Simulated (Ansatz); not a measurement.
```xyz
8
Lattice="6.6454 0.0000 0.0000 0.0000 3.7311 0.0000 0.0000 0.0000 4.8149" Properties=species:S:1:pos:R:3 pbc="T T T"
Ti    4.4930    0.9328    1.7843
Ti    2.1524    2.7983    3.0305
Ti    5.4751    2.7983    4.1918
Ti    1.1703    0.9328    0.6231
Si    3.6159    0.9328    4.1101
Si    3.0295    2.7983    0.7048
Si    6.3522    2.7983    1.7027
Si    0.2932    0.9328    3.1122
```

Space group Pnma; a structure from a database of computed crystals, not necessarily the ambient phase; changed on purpose from its base cell (strain +0.030 along x and y, -0.030 along z, atoms carried along); not relaxed (largest force 0.4 eV/Å); computed pressure about −3 GPa in this cell; computed without spin polarisation.

These are results of DFT PBEsol, scalar-relativistic, plane waves, PAW (Ansatz 0.2.0), not measurements.

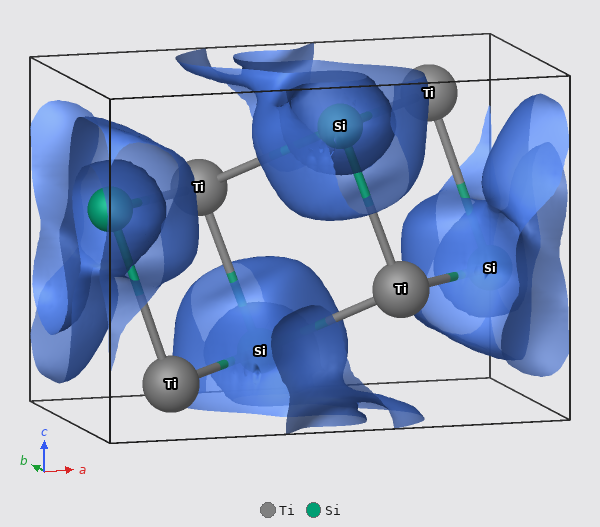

TiSi. Isosurface of the electron localisation function at 0.65 (blue), seen slightly off an axis. Core shells and regions of very low density are left out. Sticks mark near contacts.

Question: Identify the bonds, lone pairs and shells in this picture.

Answer: The surface consists of channels that run through the cell in one direction, counted in one cell of 8 atoms. Regions shared between cells count once.

Values along the shortest contacts:
Si–Si (2.41 Å): the ELF peaks at about 0.75 between the atoms. Ti–Si (2.49 Å): the ELF peaks at about 0.75 in the valence shell of Si, 0.9 Å from its nucleus, and is about 0.35 at the midpoint.
